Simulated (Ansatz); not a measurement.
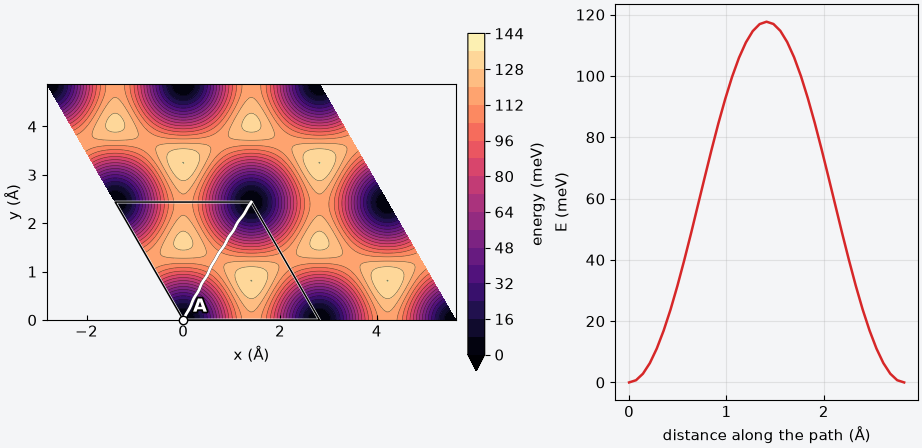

H on an Al(001) slab cut from the P6_3/mmc phase, its upper half relaxed before the scan (36 atoms of substrate and one adsorbate in a 2 × 2 cell). 
- H is moved over the surface cell at a fixed height above a rigid substrate; the origin of the map has the adsorbate above Al33; the height is held at 2.80 Å.
- Places are given modulo a cell vector. The map is drawn in real space over the plane of the surface.
- Grid: 6 × 6 points; 10 points were computed and 26 follow by symmetry.
- Places are given in fractions of the 1 × 1 surface cell.
- Energies are in meV, from the lowest grid point.
- The runs have no spin polarisation, so an open-shell adsorbate far from the surface lies too high. At a fixed height the lowest place need not be the adsorption site.
- All numbers below come from Ansatz, DFT PBE+D3(BJ), scalar-relativistic, plane waves, PAW. Settings: cutoff 420 eV, k-mesh 6×6×1, gaussian smearing 0.1 eV, no spin polarisation.

Drawn: filled contours, a line along the lowest path, the outline of one cell of the 2 × 2 shown, the energy along the path at the right, the start A. Between grid points the surface is interpolated.

**Describe the path and its barrier.**

The easiest path leads from the well at the top site over a surface Al atom, (0/6, 0/6) of the cell vectors to its copy one period on. Its highest point lies about 118 meV above the bottom of the first well on the interpolated surface, at a bridge site between two Al atoms, (3/6, 3/6) of the cell vectors. This is the barrier on the constrained surface; relaxing the other coordinates would change it.

PAW datasets: the set soft_1.
